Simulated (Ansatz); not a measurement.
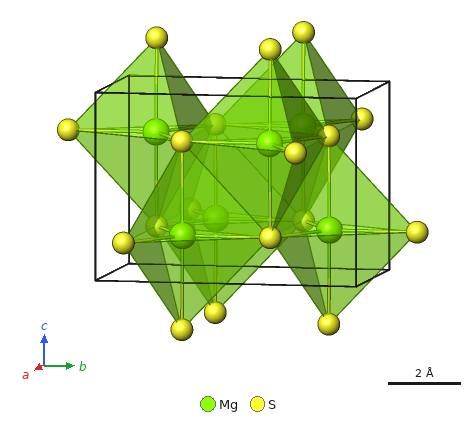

This polyhedral model is shown slightly off an axis. The edges of the conventional unit cell are marked. A few atoms beyond the faces are included.

MgS, space group Cmcm (No. 63), a = 4.407 Å, b = 7.440 Å, c = 5.285 Å, α = 90.00°, β = 90.00°, γ = 90.00°. Provenance: a structure type filled with these elements by a generator (whether the compound takes this form wasn't checked). The cell was then strained or its atoms displaced on purpose. It was run through Ansatz as a DFT input.

This one geometry was computed with Ansatz (DFT, plane waves, PAW) at three levels of theory: PBE, HSE06 and r2SCAN. It was relaxed with r2SCAN and then strained.

**How does the band gap change with the level of theory?**

PBE: a gap of 2.92 eV, direct; r2SCAN: a gap of 3.56 eV, direct; HSE06: a gap of 3.92 eV, direct.

**Collect the results in a table.**

| level | cutoff (eV) | k-mesh of the run's cell | gap (eV) | pressure (GPa) |
| --- | --- | --- | --- | --- |
| PBE | 420 | 12×12×6 | 2.92 | -0.5 |
| HSE06 | 420 | 6×6×4 | 3.92 | -1.7 |
| r2SCAN | 500 | 12×12×6 | 3.56 | -1.6 |

Gaps are taken on the k-mesh or band path of each run.
